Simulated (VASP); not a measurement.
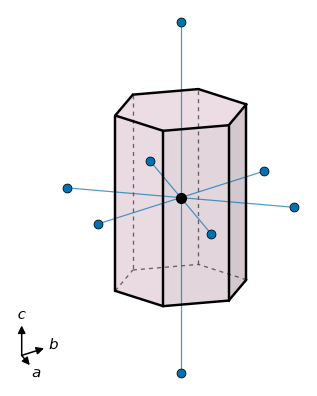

For Os, the geometry relaxed with VASP Kohn-Sham DFT of a periodic cell, LAK, VASP PAW PBE potentials, recommended in VASP: the Wigner–Seitz cell of the crystal's lattice, with lines to the lattice points that define its faces. Symmetry computed with spglib at a tolerance of 0.002 Å; standard conventional cell.

a = 2.757 Å, b = 2.757 Å, c = 4.340 Å, α = 90.00°, β = 90.00°, γ = 120.00°; space group P6_3/mmc, No. 194.

**Which of Fedorov's five parallelohedra is it?**

A hexagonal prism: 8 faces (6 with 4 edges, 2 with 6 edges), 18 edges, 12 vertices. Its volume is that of the primitive cell, 28.6 Å³.

**Which lattice vectors do the faces bisect?**

```csv
example,length (Å),faces,edges of each,area (Å²)
a + b,2.76,6,4,6.9
c,4.34,2,6,6.6
```
